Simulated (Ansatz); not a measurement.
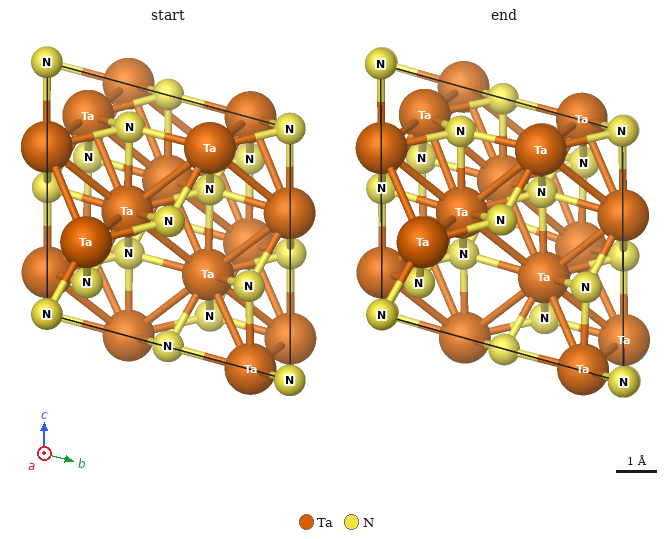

The structure of solid Ta$_{11}$N$_{12}$ (a generated structure, set up in P1) (coarse preliminary run) before (left) and after (right) a relaxation, at one scale.

Style: ball-and-stick. Shown: the cell of the calculation, along the a axis.

Case: 1 of 12 Ta atoms taken out at random.

Level of theory: DFT PBE, scalar-relativistic, plane waves, PAW (Ansatz). Settings: plane-wave cutoff 420 eV; k-point mesh 2 × 2 × 2; occupations gaussian; smearing width 0.1 eV; mesh shifted by (0.5, 0.5, 0.5); no spin polarisation; cell and atoms relaxed; force threshold 0.04 eV/Å; at most 50 steps.

> Summarise the run.

The largest moves relative to the cell, 0.12 Å, are those of N atoms. By element the largest moves are N 0.12 Å, Ta 0.10 Å. Cell: a = c 6.574 → 6.552 Å (−0.3 %), b 6.574 → 6.553 Å (−0.3 %), α 102.0° → 102.5°, β 102.0° → 102.5°, γ 102.0° → 102.5°. Volume −1.6 %. Near-neighbour distances that change, for instance: Ta–Ta 2.913 → 3.054 Å, N–Ta 2.286 → 2.163 Å, Ta–Ta 2.902 → 3.003 Å, Ta–Ta 2.958 → 2.860 Å. Among the angles between lasting bonds that change: Ta–N–Ta 132.7° → 138.4°, Ta–N–Ta 136.7° → 131.2°, Ta–N–Ta 132.4° → 137.5°. The space group (tolerance 0.01 Å) goes from P1 (No. 1) to R32 (No. 155). The energy falls by 60.2 meV per atom in 3 accepted moves (4 points after the start). Largest force component: 2.7 eV/Å at the start, 0.0096 eV/Å at the end. Pressure: −6.10 GPa at the start and 0.02 GPa at the end. The SCF was repeated once at an unchanged geometry on a basis and grid sized afresh for the cell, which shifted the energy by 0.5 meV per atom at most.

Limits of the set-up: the k-point mesh is coarse for a cell with partly filled bands.
